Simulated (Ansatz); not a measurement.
SnO: several calculations on one system

**1. Relaxation**

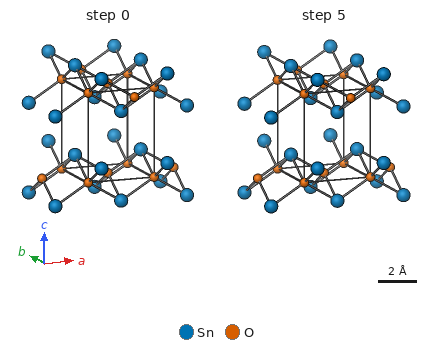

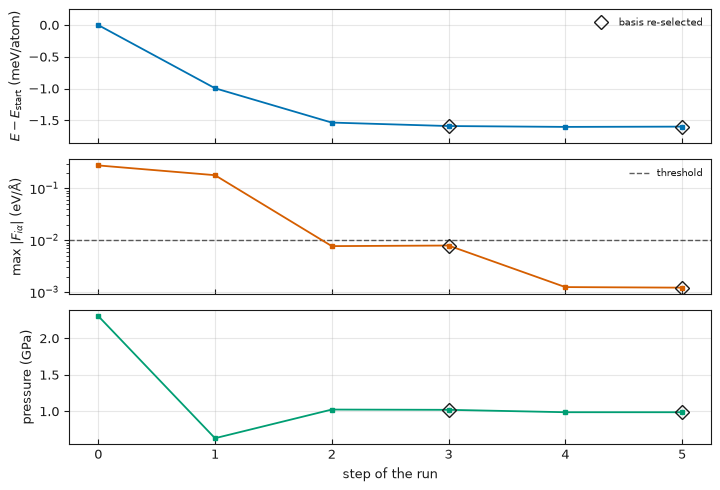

First and last geometry of a relaxation of crystalline SnO (built on the SnO-type type), with the history of the run. Style: ball-and-stick. Shown: the cell of the calculation, slightly off an axis.

Case: volume × 0.960.

These are results of Ansatz, DFT PBE, scalar-relativistic, plane waves, PAW, not measurements.

The input:
```yaml
crystal:
  lattice:
    - [3.8340010183, 0.0, 0.0]
    - [0.0, 3.8340010183, 0.0]
    - [0.0, 0.0, 4.9522364937]
  atoms:
    - { symbol: Sn, position: [0.0, 0.5, 0.2324274753] }
    - { symbol: Sn, position: [0.5, 0.0, 0.7675725247] }
    - { symbol: O, position: [0.0, 0.0, 0.0] }
    - { symbol: O, position: [0.5, 0.5, 0.0] }
basis:
  ecutwfc: 420
  ecutrho_ratio: 4
kpoints:
  mp_grid: { grid: [10, 10, 8] }
hamiltonian:
  xc: pbe
scf:
  occupations: { method: gaussian, width: 0.05 }
output:
  forces: true
  stress: true
  eigenvalues: true
relax:
  f_tol: 0.01
  max_steps: 40
  cell: { stress_tol: 0.1, fix: [volume] }
```

Launched with:
```bash
ansatz run input.yaml --threads 2 --pin off --max-ram 2662MiB --backend cpu --events-out ev --progress --plain --runs-dir out
```

Question: Read the history and describe the run.

Answer: It converged. The largest moves relative to the cell, 0.019 Å, are those of Sn1 and Sn2. Sn2 goes along −c. O stays in place. The drawn cell changes at constant volume: a = b 3.834 → 3.853 Å (+0.5 %), c 4.952 → 4.903 Å (−1.0 %). Some distances before and after: Sn1–O3 2.236 → 2.248 Å. The space group stays P4/nmm (No. 129). After 3 accepted moves (5 points after the start) the energy has fallen by 1.6 meV per atom. The largest force component goes from 0.28 to 0.0012 eV/Å. Pressure: 2.31 GPa at the start and 0.99 GPa at the end. The SCF was repeated twice at an unchanged geometry on a basis and grid sized afresh for the cell, which shifted the energy by 0.1 meV per atom at most. The run took 29 s on 2 threads of Arm Neoverse V2 (shared host), peak memory 0.45 GiB.

| step | E − E(0), meV/atom | largest force component, eV/Å | pressure, GPa | note |
| --- | --- | --- | --- | --- |
| 0 | 0.00 | 0.2766 | 2.31 |  |
| 1 | -0.99 | 0.1795 | 0.63 |  |
| 2 | -1.53 | 0.0077 | 1.02 |  |
| 3 | -1.59 | 0.0079 | 1.02 | same geometry, new basis |
| 4 | -1.60 | 0.0013 | 0.99 |  |
| 5 | -1.60 | 0.0012 | 0.99 | same geometry, new basis |

Limits of the set-up: layers or molecules are held without a dispersion correction, so their spacing is unreliable.

**2. Relaxation**

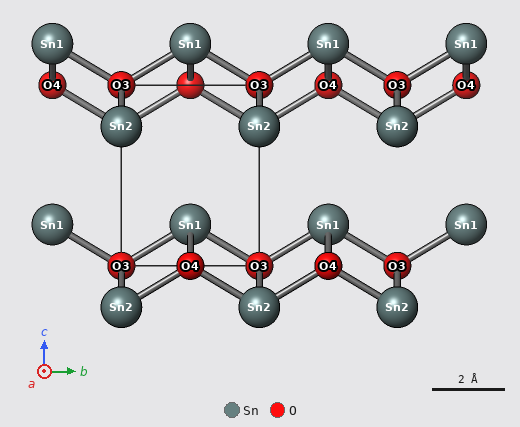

This is the input geometry for a relaxation of solid SnO (built on the SnO-type type). The picture is a ball-and-stick view of the cell of the calculation, repeated 1 × 2 × 1 with one cell outlined, seen along the a axis.

Case: volume × 0.980.

These are results of Ansatz 0.2.0, DFT PBE, scalar-relativistic, plane waves, PAW, not measurements.

Input
```yaml
crystal:
  lattice:
    - [3.842290653, 0.0, 0.0]
    - [0.0, 3.842290653, 0.0]
    - [0.0, 0.0, 5.0336178153]
  atoms:
    - { symbol: Sn, position: [0.0, 0.5, 0.2287171844] }
    - { symbol: Sn, position: [0.5, 0.0, 0.7712828156] }
    - { symbol: O, position: [0.0, 0.0, 0.0] }
    - { symbol: O, position: [0.5, 0.5, 0.0] }
basis:
  ecutwfc: 420
  ecutrho_ratio: 4
kpoints:
  mp_grid: { grid: [10, 10, 8] }
hamiltonian:
  xc: pbe
scf:
  occupations: { method: gaussian, width: 0.05 }
output:
  forces: true
  stress: true
  eigenvalues: true
relax:
  f_tol: 0.01
  max_steps: 40
  cell: { stress_tol: 0.1, fix: [volume] }
```

Command:
```bash
ansatz run input.yaml --threads 2 --pin off --max-ram 2662MiB --backend cpu --events-out ev --progress --plain --runs-dir out
```

> Where does the relaxation end?

The largest moves relative to the cell, 0.019 Å, are those of Sn1 and Sn2. Sn1 goes along +c. O stays in place. The drawn cell changes at constant volume: a = b 3.842 → 3.860 Å (+0.5 %), c 5.034 → 4.986 Å (−0.9 %). Some distances before and after: Sn1–O3 2.240 → 2.251 Å. The space group stays P4/nmm (No. 129). The energy falls by 6.1 meV per cell of the calculation in 3 accepted moves (5 points after the start). The largest force component goes from 0.27 to 0.0018 eV/Å. Pressure: 1.74 GPa at the start and 0.47 GPa at the end. The SCF was repeated twice at an unchanged geometry on a basis and grid sized afresh for the cell, which shifted the energy by 0.2 meV per cell of the calculation at most.

Step by step:

```csv
step,"E − E(0), meV/atom","largest force component, eV/Å","pressure, GPa",note
0,0.00,0.2702,1.74,
1,-0.88,0.1809,0.12,
2,-1.44,0.0079,0.51,
3,-1.49,0.0081,0.51,"same geometry, new basis"
4,-1.51,0.0018,0.47,
5,-1.53,0.0018,0.47,"same geometry, new basis"
```

The end point in the same view:

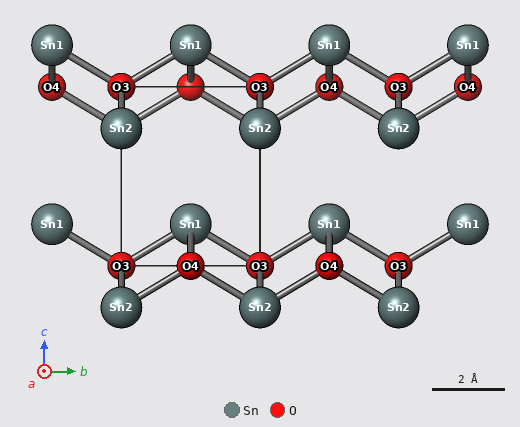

Limits of the set-up: layers or molecules are held without a dispersion correction, so their spacing is unreliable.

**3. A change**

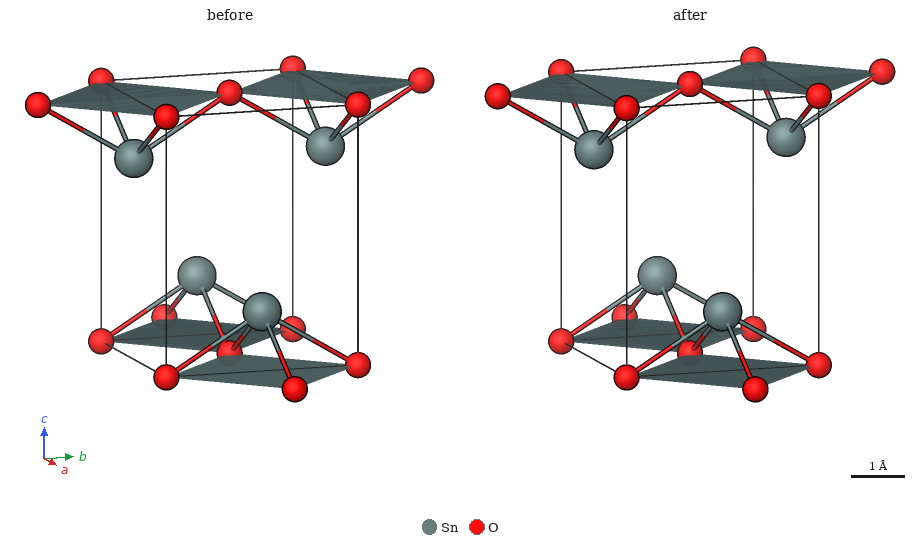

Left: crystalline SnO (built on the SnO-type type). Right: the same structure after one change, at the same scale. A polyhedral model of the cell of the calculation, seen slightly off an axis.

Theory: DFT PBE, scalar-relativistic, plane waves, PAW in Ansatz 0.2.0. Settings: plane-wave cutoff 420 eV; k-point mesh 10 × 10 × 8; occupations gaussian; smearing width 0.05 eV; no spin polarisation.

Q: What was changed?

A: The volume is changed by +4.0 %. The cell's shape and the atoms are relaxed at that volume.

Q: And its effect?

A: Energy change: +1.4 meV per atom. Pressure: 0.0 GPa before, −0.6 GPa after. The drawn cell changes as follows: a = b 3.868 → 3.880 Å (+0.3 %), c 5.068 → 5.240 Å (+3.4 %); the volume changes by +4.0 %. The largest moves relative to the cell, 0.039 Å, are those of Sn atoms. O stays in place. Some distances before and after: O–Sn 2.255 → 2.260 Å. The space group stays P4/nmm (No. 129).

Limits of the set-up: layers or molecules are held without a dispersion correction, so their spacing is unreliable.
